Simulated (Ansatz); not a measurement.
Consider Al2Cu.

```
Al Cu
1.0
     4.04926    0.00000    0.00000
    -2.02463    2.02463   -2.86301
     0.00000    8.91500    6.30341
Al Cu
6 3
Cartesian
  2.0246 4.0492 1.4315
  2.0246 8.9150 2.0089
  -0.0001 2.0246 -1.4315
  4.0492 2.0246 1.4315
  0.0000 6.8904 2.0089
  2.0246 8.9150 4.8719
  0.0000 4.0492 0.0000
  2.0246 6.8904 3.4404
  4.0492 0.0000 0.0000
```

Space group P-3m1; a structure from a database of computed crystals, not necessarily the ambient phase; not relaxed (largest force 0.5 eV/Å); computed pressure about −3 GPa in this cell; computed without spin polarisation.

Level of theory: DFT PBEsol, scalar-relativistic, plane waves, PAW (Ansatz).

What will maps of the valence pseudo-density and electron localisation function show?

Answer. Al–Cu (2.48 Å): the density is about 0.33 e/Å³ at the midpoint; the ELF peaks at about 0.70 between the atoms.

Does the calculation make it a metal, or give it a gap?

Answer. It is metallic or semimetallic at this level of theory: no gap opens.

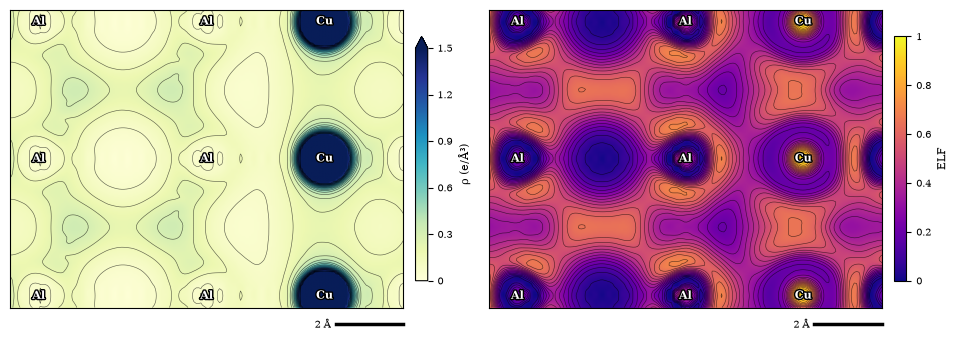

Computed valence pseudo-density and electron localisation function on the (11̄0) plane of the conventional cell, in this order. 

The density is the valence pseudo-density of a PAW calculation; it isn't the true density close to the nuclei.
